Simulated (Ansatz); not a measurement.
Input file:

```
crystal:
  lattice:
    - [0.0, 2.26900005, 2.26900005]
    - [2.26900005, 0.0, 2.26900005]
    - [2.26900005, 2.26900005, 0.0]
  atoms:
    - { symbol: B, position: [0.0, 0.0, 0.0] }
    - { symbol: P, position: [0.25, 0.25, 0.25] }
basis:
  ecutwfc: 420
kpoints:
  mp_grid: { grid: [10, 10, 10] }
hamiltonian:
  xc: pbe
scf:
  occupations: { method: gaussian, width: 0.02 }
output:
  forces: true
  stress: true
  eigenvalues: true
  write_density: true
  write_potential: true
  elf: true
  volumetric_format: npy
relax:
  adjacent_minimum: "off"
  f_tol: 0.01
  max_steps: 80
  cell: { stress_tol: 0.05 }
```

Command:

```sh
ansatz run input.yaml --threads 1 --pin off --max-ram 2560MiB --backend cpu --events-out ev --progress --plain --runs-dir out
```

Below, planes, directions and counts refer to the conventional cell (a = 4.55 Å, b = 4.55 Å, c = 4.55 Å, α = 90.00°, β = 90.00°, γ = 90.00°).

The fields are those of the relaxed geometry.

Space group F-43m; a structure generated by program, which may or may not match a known phase.

Method: DFT PBE, scalar-relativistic, plane waves, PAW in Ansatz.

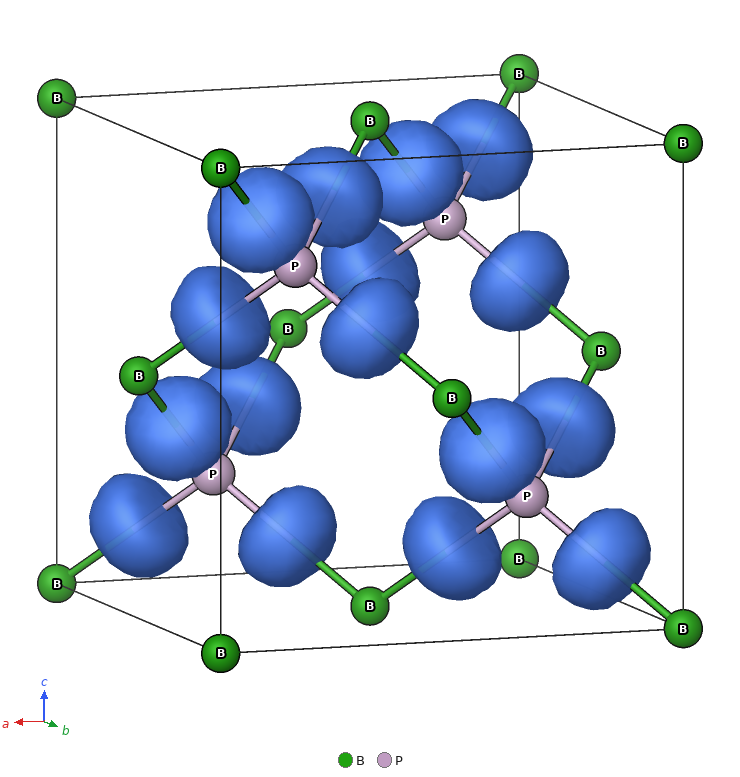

BP. Isosurface of the electron localisation function at 0.85 (blue), seen at an oblique angle. Core shells and regions of very low density are left out. Sticks mark near contacts.

In a PAW calculation such maps are meaningful between the atoms, not at the nuclei.

Describe the localisation domains.

The surface consists of 16 regions between bonded B–P atoms (shared pairs), counted in one cell of 8 atoms. Any copies at cell faces, edges or corners count once. Profiles from the grid: B–P (1.97 Å): the ELF peaks at about 0.95 between the atoms (a covalent bond).

Does the calculation give a band gap?

It is gapped, with a Kohn–Sham gap of 1.3 eV on the k-point mesh, an upper bound to the gap of this method.
